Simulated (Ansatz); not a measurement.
System: P, space group Pm-3m (No. 221) (one of a set of cubic test structures, which need not be the stable phase).

Input of one of the runs behind the figure:
```
crystal:
  lattice:
    - [2.444400372637, 0.0, 0.0]
    - [0.0, 2.444400372637, 0.0]
    - [0.0, 0.0, 2.444400372637]
  atoms:
    - { symbol: P, position: [0, 0, 0] }
kpoints:
  mp_grid: { grid: [15, 15, 15] }
hamiltonian:
  xc: pbe
  pseudopotentials:
    kind: paw
    azcp:
      P: "pseudopotentials/pbe/paw/ansatz_paw_generated_hard_1/P.paw.azcp"
scf:
  occupations: { method: fermi_dirac, width: 0.061225619053 }
  convergence: { dr2_threshold: "1e-9 eV" }
  max_iter: 300
output:
  forces: true
  stress: true
```

Run as:
```bash
ansatz run input.yaml --threads 1
```

Method: equation of state of a cubic crystal from periodic Kohn-Sham density functional theory without spin, third-order Birch-Murnaghan fit to the free energies; pressure corrected for the finite basis (Ansatz 0.2.0 development build). Level: PBE.

| setting | value |
| --- | --- |
| structure type | simple cubic |
| atoms in cell | 1 |
| space group number | 221 |
| lattice centring | simple cubic |
| k mesh | 15×15×15 |
| occupation method | Fermi–Dirac |
| occupation width | 0.06123 eV |
| wave cutoff | 700 eV |
| datasets | hard PAW |
| density tolerance | 1e−09 eV |
| bands | 7 |
| density cutoff ratio | 4 |
| search for lower states | default |

What does the calculation give for the energy above the lowest point and pressure against volume? The volume takes the values 13.73, 14.02, 14.31, 14.61, 14.90, 15.19, 15.48 Å³/atom.

A third-order Birch–Murnaghan fit gives V0 = 14.64 Å³/atom, B0 = 112 GPa and B′ = 6.4. The energy above the lowest point is 23.5 meV/atom at volume 13.73 Å³/atom and 14.6 meV/atom at 15.48 Å³/atom; the lowest computed point is at volume 14.61 Å³/atom (0.0 meV/atom), and no other minimum shows. The pressure falls from 8.8 GPa at volume 13.73 Å³/atom to −5.1 GPa at 15.48 Å³/atom, and changes sign near 14.65 Å³/atom.

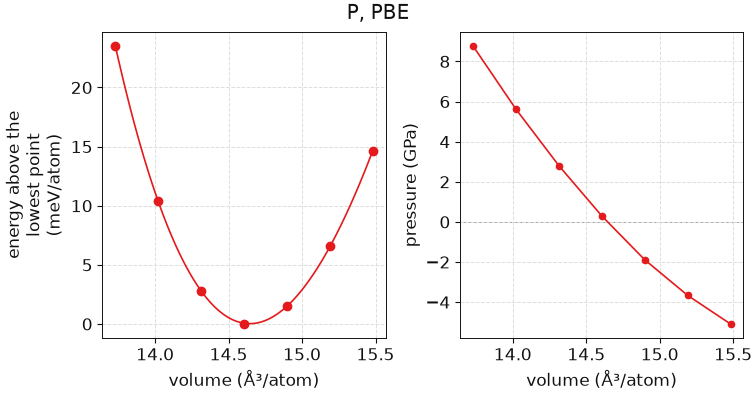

Note: cubic model structure, not the ambient form; modest k-mesh, values are not fully converged in k.
